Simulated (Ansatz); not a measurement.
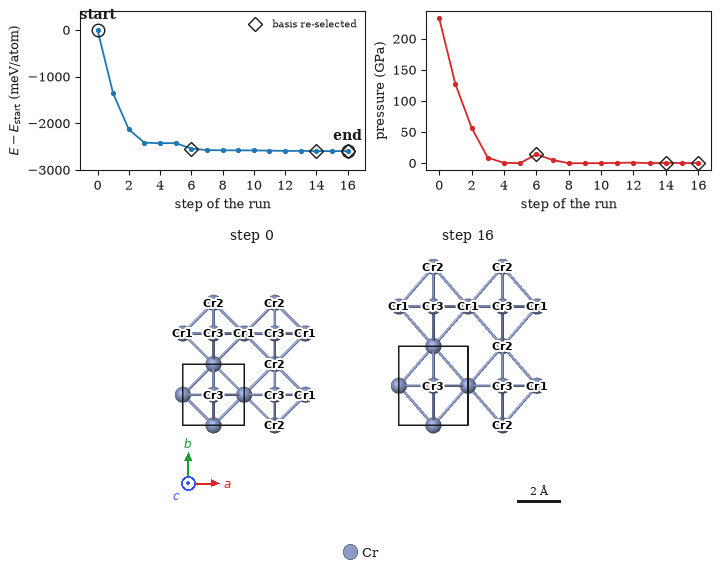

First and last geometry of a relaxation of solid Cr (a generated structure, set up in Pm-3m) (coarse preliminary run), with the history of the run. Style: ball-and-stick. Shown: the cell of the calculation, repeated 2 × 2 × 1 with one cell outlined, along the c axis.

Method: DFT PBE, scalar-relativistic, plane waves, PAW (Ansatz 0.2.0). (plane-wave cutoff 420 eV; k-point mesh 6 × 6 × 6; occupations gaussian; smearing width 0.1 eV; collinear spin; cell and atoms relaxed; force threshold 0.04 eV/Å; at most 70 steps)

### What do the curves and the structures tell?

It converged. After 13 accepted moves (16 points after the start) the energy has fallen by 2595 meV per atom. All forces vanish by symmetry, so only the cell relaxes. The pressure goes from 233.63 to 0.12 GPa. At 3 points the geometry stayed and the basis and grid were re-selected for the new cell (energy shift of 117 meV per atom at most each time). No atom moves by more than 0.005 Å relative to the cell. Cell: a = c 2.909 → 3.280 Å (+12.8 %), b 2.909 → 3.761 Å (+29.3 %). Volume +64.4 %. Some distances before and after: Cr1–Cr2 2.057 → 2.495 Å, Cr1–Cr3 2.057 → 2.319 Å. The space group (tolerance 0.01 Å) goes from Pm-3m (No. 221) to P4/mmm (No. 123). The program noted that the starting moments weren't kept. The run may lie on a higher electronic state than the lowest, so the end point isn't shown to be the ground-state structure. Cost: 100 s on 1 thread of Arm Neoverse V2, on a shared host, peak memory 0.38 GiB.
